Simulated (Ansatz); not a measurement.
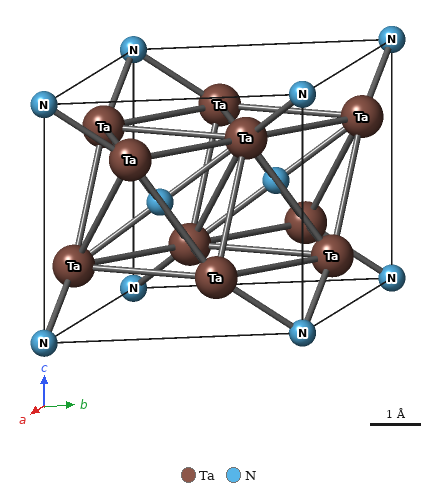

**Figure 1.** The input geometry (ball-and-stick view of the cell of the calculation, seen slightly off an axis). Near neighbours in the crystal (not all of them lie inside the picture): Ta has 3 N at 2.15 to 2.16 Å and 12 Ta at 3.00 to 3.07 Å; N has 6 Ta at 2.15 to 2.16 Å.

# Geometry relaxation of Ta$_{2}$N (part 1 of 2)

- system: Ta$_{2}$N (P-31m, 9 atoms in the cell)
- method: DFT PBE, scalar-relativistic, plane waves, PAW, no spin polarisation (Ansatz 0.2.0)

The structure derives from a Materials Project entry. It belongs to a series of runs on one base structure; here: structure listed in a database for this formula (P-31m, No. 162).

## Input file
```yaml
crystal:
  lattice:
    - [5.2965720514, 0.0, 0.0]
    - [-2.6482860257, 4.5869659495, 0.0]
    - [0.0, 0.0, 4.9391825701]
  atoms:
    - { symbol: Ta, position: [0.66636167, 0.66636167, 0.75361826] }
    - { symbol: Ta, position: [0.0, 0.33363833, 0.75361826] }
    - { symbol: Ta, position: [0.33363833, 0.0, 0.75361826] }
    - { symbol: Ta, position: [0.33363833, 0.33363833, 0.24638174] }
    - { symbol: Ta, position: [0.0, 0.66636167, 0.24638174] }
    - { symbol: Ta, position: [0.66636167, 0.0, 0.24638174] }
    - { symbol: "N", position: [0.66666667, 0.33333333, 0.5] }
    - { symbol: "N", position: [0.33333333, 0.66666667, 0.5] }
    - { symbol: "N", position: [0.0, 0.0, 0.0] }
basis:
  ecutwfc: 420
kpoints:
  mp_grid: { grid: [12, 12, 8] }
hamiltonian:
  xc: pbe
scf:
  occupations: { method: gaussian, width: 0.1 }
output:
  forces: true
  stress: true
  eigenvalues: true
  write_density: true
  write_potential: true
  elf: true
  volumetric_format: npy
relax:
  adjacent_minimum: "off"
  f_tol: 0.01
  max_steps: 80
  cell: { stress_tol: 0.05 }
```

Command:
```bash
ansatz run input.yaml --threads 1 --pin off --max-ram 2560MiB --backend cpu --events-out ev --progress --plain --runs-dir out
```

## Log
```
Engine: ansatz 0.2.0, x86_64-unknown-linux-gnu
Pseudopotentials: kind: paw
Pseudopotential: Ta, paw, valence charge 13, recommended cutoff 420 eV (normal), Ta.paw.azcp
Pseudopotential: N, paw, valence charge 5, recommended cutoff 420 eV (normal), N.paw.azcp
Functional definition: PBE
  parameter kappa = 0.804
  parameter beta = 0.06672455060314922
  exchange = pbe_x(kappa = kappa, mu = beta*pi^2/3)
  correlation = pbe_c(beta = beta)
Crystal: 9 atoms, lattice volume = 119.998 Å³
Basis set: ecut = 420 eV, 2351 PW (Γ), exchange–correlation on 72×72×72 points (8 copies of the dense FFT grid, shifted against one another)
Bands: 56, of which v1, the nominal top of the filled ones, is band 47 counted from 1 (46 counted from 0)
Symmetry: 12 space group operations
Space group: P-31m (ITA 162), of the structure as read, at distance tolerance 4.9e-5 Å
k-points: 131 of 1152
Non-local potential: Ta, projectors of the file, l = 0: 3, l = 1: 2, l = 2: 2, l = 3: 1
Non-local potential: N, projectors of the file, l = 0: 2, l = 1: 2, l = 2: 1
PAW form: soft (Blöchl's): semilocal exchange-correlation on the pseudo side does not see the compensation charge
PAW one-centre angular grid: Ta, 590 points (default); XC on 64 Gauss nodes
PAW one-centre angular grid: N, 110 points (default); XC on 64 Gauss nodes
Initial density: superposition of atomic densities (neutral atoms: chi_scale 0, normalization atom), corrected by the library's trained network
Initial wavefunctions: pseudopotential atomic-orbital guess
Functional: x = pbe(κ = 0.804, μ = 0.2195149727645171), c = pbe(β = 0.06672455060314922)
SCF iter   1: F=—  HF=-60753.756717 eV  |F-HF|=—  |Δ(HF+E_count)|=         —  Δρ=6.45e-3  dr2=4.62e-2  ethr=1.77e-3  ⟨swp⟩=6.3  Hψ=29065  notcnv=0
preconditioner: auto → Kerker (q_TF=auto, 2.615 Å⁻¹)  [metal: Δε(μ)=0.006 eV  Ē_g=7.940 eV  σ=0.100 eV  W_gap=0.03  n_scr=28 (ndim 8)  ℏωp=22.7 eV  f_vac=0.000  D(μ)=2.78/eV (n_scr^D=20)]
SCF iter   2: F=—  HF=-60753.752098 eV  |F-HF|=—  |Δ(HF+E_count)|=   4.62e-3  Δρ=3.70e-3  dr2=1.60e-2  ethr=4.97e-5  ⟨swp⟩=1.7  Hψ=8790  notcnv=0
SCF iter   3: F=—  HF=-60753.750445 eV  |F-HF|=—  |Δ(HF+E_count)|=   1.65e-3  Δρ=1.10e-3  dr2=2.23e-3  ethr=1.72e-5  ⟨swp⟩=2.0  Hψ=8234  notcnv=0
SCF iter   4: F=—  HF=-60753.749978 eV  |F-HF|=—  |Δ(HF+E_count)|=   4.67e-4  Δρ=3.19e-4  dr2=1.15e-4  ethr=2.39e-6  ⟨swp⟩=2.0  Hψ=9923  notcnv=0
SCF iter   5: F=—  HF=-60753.749962 eV  |F-HF|=—  |Δ(HF+E_count)|=   1.53e-5  Δρ=7.38e-5  dr2=5.47e-6  ethr=1.23e-7  ⟨swp⟩=2.0  Hψ=9887  notcnv=0
SCF iter   6: F=—  HF=-60753.750003 eV  |F-HF|=—  |Δ(HF+E_count)|=   4.06e-5  Δρ=1.90e-5  dr2=4.14e-7  ethr=5.88e-9  ⟨swp⟩=2.0  Hψ=9886  notcnv=0
SCF iter   7: F=—  HF=-60753.750003 eV  |F-HF|=—  |Δ(HF+E_count)|=   4.33e-8  Δρ=9.62e-6  dr2=1.11e-7  ethr=1.08e-10  ⟨swp⟩=15.7  Hψ=52080  notcnv=0
SCF iter   8: F=-60753.750003 eV  HF=-60753.750003 eV  |F-HF|=8.08e-10  |Δ(HF+E_count)|=   2.56e-8  Δρ=1.48e-6  dr2=2.19e-9  ethr=1.08e-10  ⟨swp⟩=8.1  Hψ=41087  notcnv=0
SCF 1 converged in 8 iterations: F = -60753.750003 eV  dr2 = 2.19e-9
  greatest PAW one-centre occupation: 0.999 electrons in one spin orbital (limit 2), on the Ta atom at site 5 (counted from 0), in its partial waves of l = 0
relax step   1: F+E_penalty+E_count = -60753.75000288 eV  Δ(F+E_penalty+E_count) = +0.000e0 eV  max|allowed force component| = 5.369e-2 eV/Å  Δτ_max = 0.0000 Å  P = +2.863 GPa  Ω = 119.998 Å³  (8 SCF iters, dr2 threshold 1.00e-7 eV, accepted)
Crystal: 9 atoms, lattice volume = 122.650 Å³
Basis set: ecut = 420 eV, 2387 PW (Γ), exchange–correlation on 72×72×72 points (8 copies of the dense FFT grid, shifted against one another)
Initial density: handed on by an earlier stage of this run
Initial wavefunctions: those handed on with the density
iter 1 solved again at ethr=6.52e-5 eV; its pass at ethr=3.10e-3 eV (dr2=6.07e-2 eV) is discarded
SCF iter   1: F=—  HF=-60753.739806 eV  |F-HF|=—  |Δ(HF+E_count)|=         —  Δρ=3.89e-3  dr2=6.07e-2  ethr=6.52e-5  ⟨swp⟩=1.0  Hψ=35307  notcnv=0
preconditioner: auto → Kerker (q_TF=auto, 2.605 Å⁻¹)  [metal: Δε(μ)=0.020 eV  Ē_g=7.812 eV  σ=0.100 eV  W_gap=0.11  n_scr=28 (ndim 8)  ℏωp=22.5 eV  f_vac=0.000  D(μ)=3.03/eV (n_scr^D=20)]
SCF iter   2: F=—  HF=-60753.731539 eV  |F-HF|=—  |Δ(HF+E_count)|=   8.27e-3  Δρ=2.30e-3  dr2=2.50e-2  ethr=6.52e-5  ⟨swp⟩=1.0  Hψ=7337  notcnv=0
SCF iter   3: F=—  HF=-60753.725471 eV  |F-HF|=—  |Δ(HF+E_count)|=   6.07e-3  Δρ=1.05e-3  dr2=2.22e-3  ethr=2.69e-5  ⟨swp⟩=2.0  Hψ=9528  notcnv=0
SCF iter   4: F=—  HF=-60753.724948 eV  |F-HF|=—  |Δ(HF+E_count)|=   5.23e-4  Δρ=2.11e-4  dr2=6.46e-5  ethr=2.39e-6  ⟨swp⟩=2.0  Hψ=10265  notcnv=0
SCF iter   5: F=—  HF=-60753.724998 eV  |F-HF|=—  |Δ(HF+E_count)|=   5.03e-5  Δρ=5.46e-5  dr2=5.72e-6  ethr=6.95e-8  ⟨swp⟩=2.0  Hψ=9823  notcnv=0
SCF iter   6: F=-60753.724997 eV  HF=-60753.724997 eV  |F-HF|=5.00e-7  |Δ(HF+E_count)|=   8.28e-7  Δρ=2.38e-5  dr2=6.83e-7  ethr=9.68e-10  ⟨swp⟩=13.7  Hψ=57556  notcnv=0
SCF 2 converged in 6 iterations: F = -60753.724997 eV  dr2 = 6.83e-7
  greatest PAW one-centre occupation: 0.999 electrons in one spin orbital (limit 2), on the Ta atom at site 4 (counted from 0), in its partial waves of l = 0
relax step   2: F+E_penalty+E_count = -60753.72499664 eV  Δ(F+E_penalty+E_count) = +2.501e-2 eV  max|allowed force component| = 3.021e-1 eV/Å  Δτ_max = 0.0214 Å  P = -3.072 GPa  Ω = 122.650 Å³  energy of the carried Pulay correction = -4.748e-3 eV  (6 SCF iters, dr2 threshold 9.00e-7 eV, rejected (line search))
Crystal: 9 atoms, lattice volume = 121.186 Å³
Basis set: ecut = 420 eV, 2375 PW (Γ), exchange–correlation on 72×72×72 points (8 copies of the dense FFT grid, shifted against one another)
iter 1 solved again at ethr=3.34e-5 eV; its pass at ethr=3.10e-3 eV (dr2=3.10e-2 eV) is discarded
SCF iter   1: F=—  HF=-60753.766901 eV  |F-HF|=—  |Δ(HF+E_count)|=         —  Δρ=2.74e-3  dr2=3.15e-2  ethr=3.34e-5  ⟨swp⟩=1.1  Hψ=34146  notcnv=0
preconditioner: auto → Kerker (q_TF=auto, 2.611 Å⁻¹)  [metal: Δε(μ)=0.016 eV  Ē_g=7.868 eV  σ=0.100 eV  W_gap=0.09  n_scr=28 (ndim 8)  ℏωp=22.6 eV  f_vac=0.000  D(μ)=2.82/eV (n_scr^D=20)]
SCF iter   2: F=—  HF=-60753.762609 eV  |F-HF|=—  |Δ(HF+E_count)|=   4.29e-3  Δρ=1.68e-3  dr2=1.32e-2  ethr=3.34e-5  ⟨swp⟩=1.0  Hψ=7336  notcnv=0
SCF iter   3: F=—  HF=-60753.759282 eV  |F-HF|=—  |Δ(HF+E_count)|=   3.33e-3  Δρ=6.47e-4  dr2=8.53e-4  ethr=1.42e-5  ⟨swp⟩=2.0  Hψ=9208  notcnv=0
SCF iter   4: F=—  HF=-60753.759086 eV  |F-HF|=—  |Δ(HF+E_count)|=   1.96e-4  Δρ=1.55e-4  dr2=3.35e-5  ethr=9.17e-7  ⟨swp⟩=2.0  Hψ=10265  notcnv=0
SCF iter   5: F=—  HF=-60753.759127 eV  |F-HF|=—  |Δ(HF+E_count)|=   4.09e-5  Δρ=3.54e-5  dr2=3.12e-6  ethr=3.60e-8  ⟨swp⟩=2.0  Hψ=9895  notcnv=0
SCF iter   6: F=—  HF=-60753.759126 eV  |F-HF|=—  |Δ(HF+E_count)|=   8.77e-7  Δρ=7.91e-6  dr2=8.21e-8  ethr=3.36e-9  ⟨swp⟩=2.0  Hψ=9690  notcnv=0
SCF iter   7: F=—  HF=-60753.759126 eV  |F-HF|=—  |Δ(HF+E_count)|=   1.42e-8  Δρ=3.41e-6  dr2=1.60e-8  ethr=8.83e-11  ⟨swp⟩=2.0  Hψ=10299  notcnv=0
SCF iter   8: F=—  HF=-60753.759126 eV  |F-HF|=—  |Δ(HF+E_count)|=   3.20e-9  Δρ=7.51e-7  dr2=6.81e-10  ethr=1.72e-11  ⟨swp⟩=2.0  Hψ=10189  notcnv=0
SCF iter   9: F=-60753.759126 eV  HF=-60753.759126 eV  |F-HF|=7.28e-12  |Δ(HF+E_count)|=  1.02e-10  Δρ=1.31e-7  dr2=4.76e-11  ethr=1.00e-12  ⟨swp⟩=8.3  Hψ=37826  notcnv=0
SCF 3 converged in 9 iterations: F = -60753.759126 eV  dr2 = 4.76e-11
relax step   3: F+E_penalty+E_count = -60753.75912642 eV  Δ(F+E_penalty+E_count) = -9.124e-3 eV  max|allowed force component| = 2.545e-2 eV/Å  Δτ_max = 0.0052 Å  P = +0.039 GPa  Ω = 121.186 Å³  energy of the carried Pulay correction = -2.139e-3 eV  (9 SCF iters, accepted)
Crystal: 9 atoms, lattice volume = 121.207 Å³
iter 1 solved again at ethr=3.82e-7 eV; its pass at ethr=3.10e-3 eV (dr2=3.56e-4 eV) is discarded
SCF iter   1: F=—  HF=-60753.759149 eV  |F-HF|=—  |Δ(HF+E_count)|=         —  Δρ=3.09e-4  dr2=3.36e-4  ethr=3.82e-7  ⟨swp⟩=1.6  Hψ=27523  notcnv=0
preconditioner: auto → Kerker (q_TF=auto, 2.610 Å⁻¹)  [metal: Δε(μ)=0.014 eV  Ē_g=7.868 eV  σ=0.100 eV  W_gap=0.08  n_scr=28 (ndim 8)  ℏωp=22.6 eV  f_vac=0.000  D(μ)=2.84/eV (n_scr^D=20)]
SCF iter   2: F=—  HF=-60753.759102 eV  |F-HF|=—  |Δ(HF+E_count)|=   4.73e-5  Δρ=1.47e-4  dr2=1.08e-4  ethr=3.62e-7  ⟨swp⟩=2.0  Hψ=7739  notcnv=0
SCF iter   3: F=—  HF=-60753.759075 eV  |F-HF|=—  |Δ(HF+E_count)|=   2.72e-5  Δρ=6.19e-5  dr2=1.88e-5  ethr=1.16e-7  ⟨swp⟩=2.0  Hψ=8703  notcnv=0
SCF iter   4: F=—  HF=-60753.759122 eV  |F-HF|=—  |Δ(HF+E_count)|=   4.72e-5  Δρ=1.62e-5  dr2=1.95e-7  ethr=2.02e-8  ⟨swp⟩=2.0  Hψ=9807  notcnv=0
SCF iter   5: F=—  HF=-60753.759122 eV  |F-HF|=—  |Δ(HF+E_count)|=  6.26e-10  Δρ=6.24e-6  dr2=5.17e-8  ethr=4.35e-11  ⟨swp⟩=10.9  Hψ=50185  notcnv=0
SCF iter   6: F=-60753.759122 eV  HF=-60753.759122 eV  |F-HF|=4.02e-9  |Δ(HF+E_count)|=   1.01e-8  Δρ=2.07e-6  dr2=5.53e-9  ethr=4.35e-11  ⟨swp⟩=7.9  Hψ=39579  notcnv=0
SCF 4 converged in 6 iterations: F = -60753.759122 eV  dr2 = 5.53e-9
  greatest PAW one-centre occupation: 0.999 electrons in one spin orbital (limit 2), on the Ta atom at site 3 (counted from 0), in its partial waves of l = 0
relax step   4: F+E_penalty+E_count = -60753.75912176 eV  Δ(F+E_penalty+E_count) = +4.658e-6 eV  max|allowed force component| = 2.040e-2 eV/Å  Δτ_max = 0.0015 Å  P = -0.031 GPa  Ω = 121.207 Å³  energy of the carried Pulay correction = -2.177e-3 eV  (6 SCF iters, dr2 threshold 4.05e-8 eV, accepted)
Crystal: 9 atoms, lattice volume = 121.195 Å³
iter 1 solved again at ethr=6.68e-8 eV; its pass at ethr=3.10e-3 eV (dr2=6.21e-5 eV) is discarded
SCF iter   1: F=—  HF=-60753.759167 eV  |F-HF|=—  |Δ(HF+E_count)|=         —  Δρ=1.58e-4  dr2=5.76e-5  ethr=6.68e-8  ⟨swp⟩=1.6  Hψ=27522  notcnv=0
preconditioner: auto → Kerker (q_TF=auto, 2.611 Å⁻¹)  [metal: Δε(μ)=0.012 eV  Ē_g=7.870 eV  σ=0.100 eV  W_gap=0.07  n_scr=28 (ndim 8)  ℏωp=22.6 eV  f_vac=0.000  D(μ)=2.84/eV (n_scr^D=20)]
SCF iter   2: F=—  HF=-60753.759209 eV  |F-HF|=—  |Δ(HF+E_count)|=   4.20e-5  Δρ=5.82e-5  dr2=1.15e-5  ethr=6.20e-8  ⟨swp⟩=2.0  Hψ=9134  notcnv=0
SCF iter   3: F=—  HF=-60753.759202 eV  |F-HF|=—  |Δ(HF+E_count)|=   6.68e-6  Δρ=2.50e-5  dr2=2.62e-6  ethr=1.24e-8  ⟨swp⟩=2.4  Hψ=9156  notcnv=0
SCF iter   4: F=—  HF=-60753.759201 eV  |F-HF|=—  |Δ(HF+E_count)|=   7.25e-7  Δρ=6.22e-6  dr2=4.16e-8  ethr=2.82e-9  ⟨swp⟩=2.0  Hψ=9872  notcnv=0
SCF iter   5: F=-60753.759201 eV  HF=-60753.759201 eV  |F-HF|=6.12e-9  |Δ(HF+E_count)|=   3.11e-9  Δρ=2.70e-6  dr2=7.79e-9  ethr=2.80e-11  ⟨swp⟩=9.1  Hψ=45335  notcnv=0
SCF 5 converged in 5 iterations: F = -60753.759201 eV  dr2 = 7.79e-9
relax step   5: F+E_penalty+E_count = -60753.75920144 eV  Δ(F+E_penalty+E_count) = -7.968e-5 eV  max|allowed force component| = 4.988e-4 eV/Å  Δτ_max = 0.0007 Å  P = +0.000 GPa  Ω = 121.195 Å³  energy of the carried Pulay correction = -2.155e-3 eV  (5 SCF iters, dr2 threshold 2.60e-8 eV, accepted)
Initial wavefunctions: pseudopotential atomic-orbital guess (no wavefunctions were taken with the density)
iter 1 solved again at ethr=5.22e-8 eV; its pass at ethr=3.10e-3 eV (dr2=4.86e-5 eV) is discarded
SCF iter   1: F=—  HF=-60753.761390 eV  |F-HF|=—  |Δ(HF+E_count)|=         —  Δρ=1.49e-4  dr2=9.66e-7  ethr=5.22e-8  ⟨swp⟩=4.0  Hψ=49711  notcnv=0
preconditioner: auto → Kerker (q_TF=auto, 2.611 Å⁻¹)  [metal: Δε(μ)=0.012 eV  Ē_g=7.869 eV  σ=0.100 eV  W_gap=0.07  n_scr=28 (ndim 8)  ℏωp=22.6 eV  f_vac=0.000  D(μ)=2.84/eV (n_scr^D=20)]
SCF iter   2: F=—  HF=-60753.761477 eV  |F-HF|=—  |Δ(HF+E_count)|=   8.70e-5  Δρ=7.55e-5  dr2=2.16e-7  ethr=1.04e-9  ⟨swp⟩=2.0  Hψ=10100  notcnv=0
SCF iter   3: F=—  HF=-60753.761490 eV  |F-HF|=—  |Δ(HF+E_count)|=   1.29e-5  Δρ=1.32e-5  dr2=1.10e-8  ethr=2.32e-10  ⟨swp⟩=2.0  Hψ=8274  notcnv=0
SCF iter   4: F=—  HF=-60753.761490 eV  |F-HF|=—  |Δ(HF+E_count)|=   3.75e-7  Δρ=7.63e-7  dr2=1.29e-10  ethr=1.18e-11  ⟨swp⟩=2.0  Hψ=10160  notcnv=0
SCF iter   5: F=-60753.761490 eV  HF=-60753.761490 eV  |F-HF|=7.28e-12  |Δ(HF+E_count)|=  7.79e-10  Δρ=1.26e-7  dr2=1.89e-11  ethr=1.00e-12  ⟨swp⟩=9.1  Hψ=34901  notcnv=0
SCF 6 converged in 5 iterations: F = -60753.761490 eV  dr2 = 1.89e-11
relax step   6: F+E_penalty+E_count = -60753.76148999 eV  Δ(F+E_penalty+E_count) = -2.289e-3 eV  max|allowed force component| = 5.055e-4 eV/Å  Δτ_max = 0.0000 Å  P = +0.029 GPa  Ω = 121.195 Å³  stress off target by 3.82e-2 GPa  SCF on the basis re-selected at this cell (its energy is not comparable with the rows above)  (5 SCF iters)
```

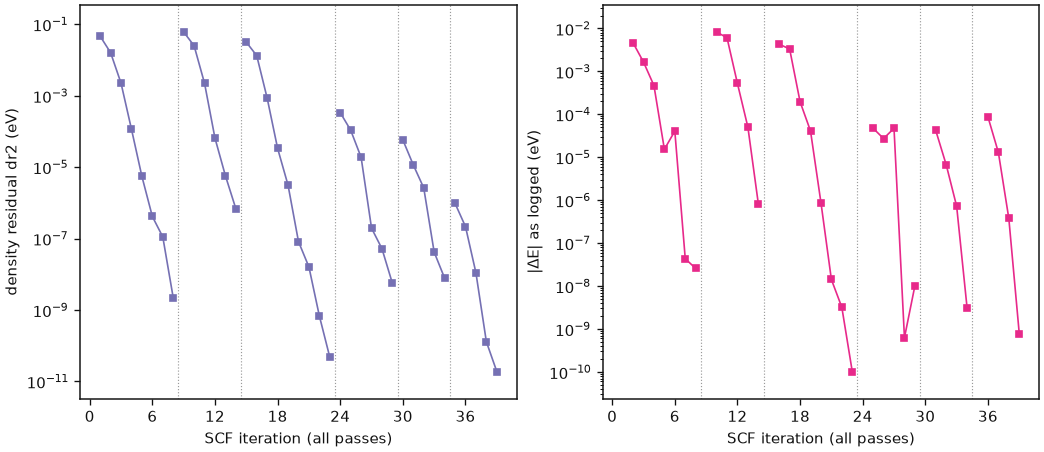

**Figure 2.** Convergence of the self-consistent field: density residual dr2 and size of the energy change against the SCF iteration. The dotted lines part the SCF passes of the relaxation: geometry steps, rejected trials and re-solves on a re-selected basis. The 6 passes take 5 to 9 iterations each, 39 in all.

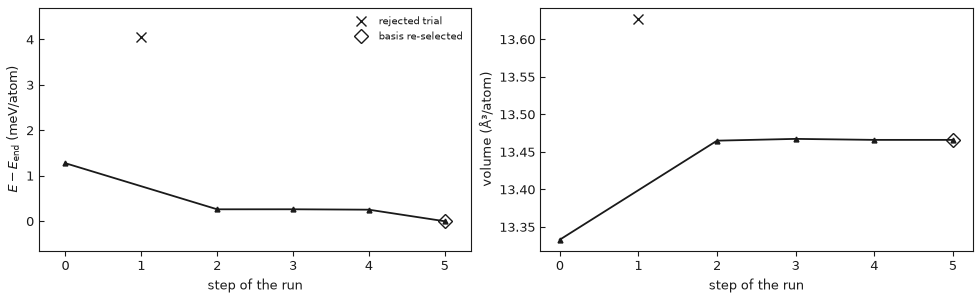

**Figure 3.** Progress of the relaxation, step by step (the first geometry is step 0 here and step 1 in the log). The largest moves relative to the cell, 0.004 Å, are those of Ta1, Ta2, Ta3, Ta4, Ta5 and Ta6. N stays in place. The volume changes by +1.0 %, with a = b 5.297 → 5.314 Å (+0.3 %), c 4.939 → 4.956 Å (+0.3 %). Among the contacts that change: Ta1–Ta4 3.005 → 3.023 Å, Ta1–Ta5 3.008 → 3.021 Å, Ta1–Ta2 3.057 → 3.069 Å, Ta1–N7 2.164 → 2.171 Å. The space group stays P-31m (No. 162). The energy falls by 1.0 meV per atom in 4 geometry steps. The largest force component goes from 0.054 to 0.00051 eV/Å. Pressure: 2.86 GPa at the start and 0.03 GPa at the end. The line search rejected the trial step at point 1 (counted from 0) and went back. A last SCF at the same geometry on a re-selected plane-wave basis shifts the energy by −0.3 meV per atom. (Atoms are counted from 1 in the order of the input.)
